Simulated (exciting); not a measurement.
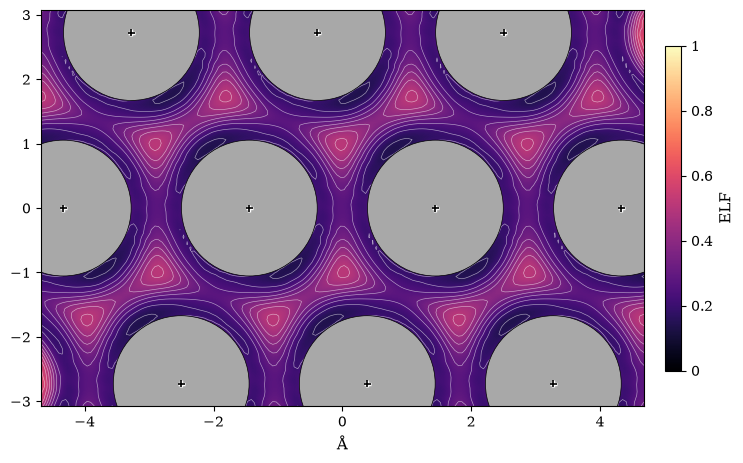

The ELF on a plane through atoms (crosses mark nuclei in the plane; grey discs cover the cores).

Level of theory: Kohn-Sham DFT of a periodic cell, PBE, all-electron LAPW+lo, shipped species files in exciting.

Candidates:
A. Pt, a = 3.92 Å, b = 3.92 Å, c = 3.92 Å, α = 90.00°, β = 90.00°, γ = 90.00°. Space group Fm-3m.
B. MnS, a = 4.95 Å, b = 4.95 Å, c = 4.95 Å, α = 90.00°, β = 90.00°, γ = 90.00°. Space group F-43m; a structure from a database of computed crystals, not necessarily the ambient phase; spin-polarised.
C. Ta, a = 2.80 Å, b = 2.83 Å, c = 2.89 Å, α = 109.34°, β = 108.59°, γ = 108.71°. Space group P-1.

**Which system is this?**

Candidate C: Ta on the (11̄0) plane of the conventional cell, which holds Ta. Ta–Ta (2.89 Å): the ELF is about 0.30 at the midpoint: no localised pair shows between them.
